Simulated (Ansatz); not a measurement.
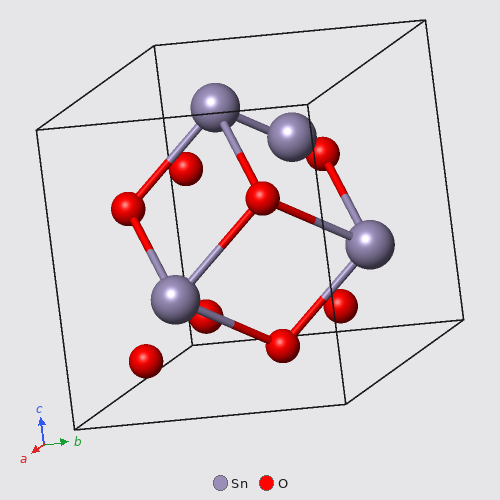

The system is SnO₂ (R-3m, No. 166; 12 atoms in the cell); the picture shows the reference structure. 
- The energy is mapped over the lattice constants a and c of the conventional cell.
- First axis: lattice constant a (and b). Second axis: lattice constant c.
- Nothing is relaxed (fractional coordinates fixed).
- The grid has 5 × 5 points.
- Points are written as (first, second).
- Energies are in meV/atom, from the lowest grid point.
- These are results of DFT LDA, scalar-relativistic, plane waves, PAW (Ansatz 0.2.0), not measurements. Settings: cutoff 520 eV, k-mesh 6×6×6, gaussian smearing 0.05 eV, no spin polarisation.

Its coordinates:

```yaml
crystal:
  lattice:
    - [3.20536, 1.85061, 4.08687]
    - [-3.20536, 1.85061, 4.08687]
    - [0.00000, -3.70123, 4.08687]
  atoms:
    - { symbol: Sn, position: [0.86454, 0.86454, 0.86454] }
    - { symbol: Sn, position: [0.36487, 0.36487, 0.86488] }
    - { symbol: Sn, position: [0.36487, 0.86488, 0.36487] }
    - { symbol: Sn, position: [0.86488, 0.36487, 0.36487] }
    - { symbol: O, position: [0.11991, 0.61961, 0.61961] }
    - { symbol: O, position: [0.61961, 0.11991, 0.61961] }
    - { symbol: O, position: [0.61961, 0.61961, 0.11991] }
    - { symbol: O, position: [0.60994, 0.60994, 0.60994] }
    - { symbol: O, position: [0.11985, 0.11985, 0.11985] }
    - { symbol: O, position: [0.10969, 0.10969, 0.61000] }
    - { symbol: O, position: [0.10969, 0.61000, 0.10969] }
    - { symbol: O, position: [0.61000, 0.10969, 0.10969] }
```

Range: lattice constant a (and b) from 6.218 to 6.603 Å; lattice constant c from 11.648 to 12.874 Å.

Q: What landscape does the calculation give?

A: The lowest grid point is at (6.411 Å, 12.261 Å). No other kind of well shows on this grid. The highest grid point, (6.218 Å, 11.648 Å), lies 88.8 meV/atom above the lowest. Round the minimum the valley is strongly tilted: raising lattice constant a (and b) shifts the best value of lattice constant c downwards (coupling k₁₂/√(k₁₁k₂₂) about 0.7). The gap on the k-mesh is 1.6 eV at the lowest point and runs from 0.9 to 2.5 eV over the map.

| lattice constant c ↓, lattice constant a (and b) → | 6.218 | 6.315 | 6.411 | 6.507 | 6.603 |
| --- | --- | --- | --- | --- | --- |
| 12.874 | 24.9 | 8.1 | 11.3 | 32.0 | 67.9 |
| 12.567 | 29.9 | 5.9 | 2.9 | 18.1 | 49.1 |
| 12.261 | 41.9 | 10.0 | 0.0 | 9.0 | 34.4 |
| 11.954 | 61.4 | 20.8 | 3.0 | 5.0 | 24.2 |
| 11.648 | 88.8 | 38.7 | 12.2 | 6.3 | 18.5 |

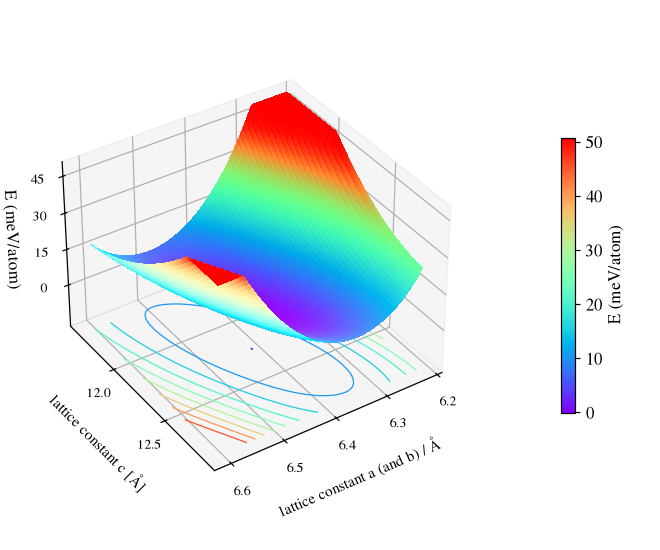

In the figure: a relief with its contours projected below, any walls above the top of the colour scale cut off. Between grid points the surface is interpolated.

The whole map (25 points run) took 15 min on 2 threads of Arm Neoverse N1, on a shared host.

PAW datasets: the set soft_1.
